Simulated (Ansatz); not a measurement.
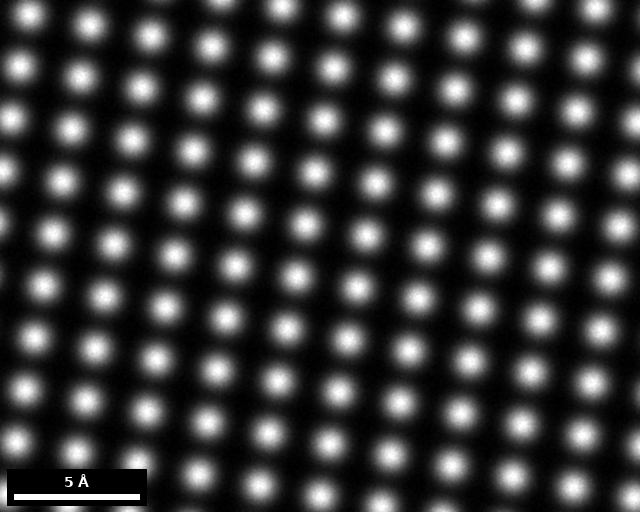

HAADF-like image of a crystal. Simulated incoherent Z contrast: every atom adds Z^1.7 spread by a probe of 1.00 Å full width; channelling and multiple scattering are left out. The probe carries 25 % of its weight in a tail 2.5 times as wide. Shot noise was added.

> Give the net of the columns and its spacings.

The pattern repeats on a rectangular net of 2.1 × 2.5 Å.

> Which plane group does this projection have?

p2mm: mirror lines in two perpendicular directions, with twofold points where they cross.

> How many columns does the smallest repeating cell hold, and how many levels of brightness?

1 column in the primitive cell of 5.2 Å², all of one brightness.

The crystal is I (P6_3/mmc, No. 194) seen along [210]. Atomic positions: coordinates from a relaxation with DFT r2SCAN, scalar-relativistic, plane waves, PAW (Ansatz 0.2.0); the starting structure was generated, so it need not be a known form of this composition.
